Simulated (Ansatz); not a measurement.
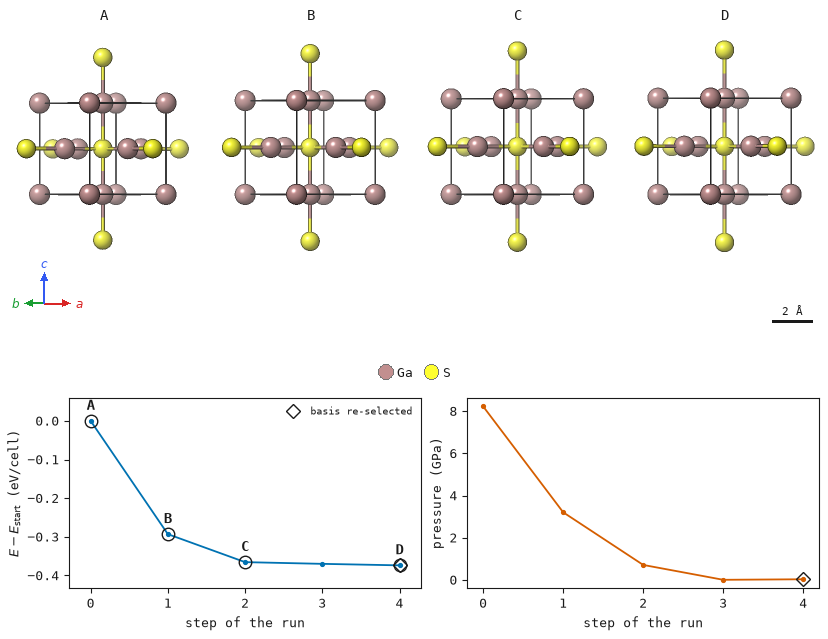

Frames of a relaxation of crystalline Ga4S (a generated structure, set up in Pm-3m) (coarse preliminary run), marked on the history of the run. A ball-and-stick model of the cell of the calculation, seen from a free direction.

The calculation used Ansatz 0.2.0, DFT PBE, scalar-relativistic, plane waves, PAW. Settings: plane-wave cutoff 420 eV; k-point mesh 4 × 4 × 4; occupations gaussian; smearing width 0.1 eV; no spin polarisation; cell and atoms relaxed; force threshold 0.04 eV/Å; at most 70 steps.

> Describe the path.

No atom moves by more than 0.005 Å relative to the cell. The drawn cell changes as follows: a = b = c 4.640 → 4.891 Å (+5.4 %); the volume changes by +17.1 %. Near-neighbour distances that change, for instance: Ga–S 2.320 → 2.445 Å. The space group stays Pm-3m (No. 221). After 3 accepted moves (4 points after the start) the energy has fallen by 0.374 eV per cell of the calculation. All forces vanish by symmetry, so only the cell relaxes. The pressure goes from 8.22 to 0.03 GPa. The SCF was repeated once at an unchanged geometry on a basis and grid sized afresh for the cell, which shifted the energy by 3.9 meV per cell of the calculation at most. From step 0 to 1: volume +8.6 %, energy −0.293 eV per cell of the calculation. From step 1 to 2: volume +5.8 %, energy −72.4 meV per cell of the calculation. From step 2 to 4: volume +2.0 %, energy −8.3 meV per cell of the calculation.
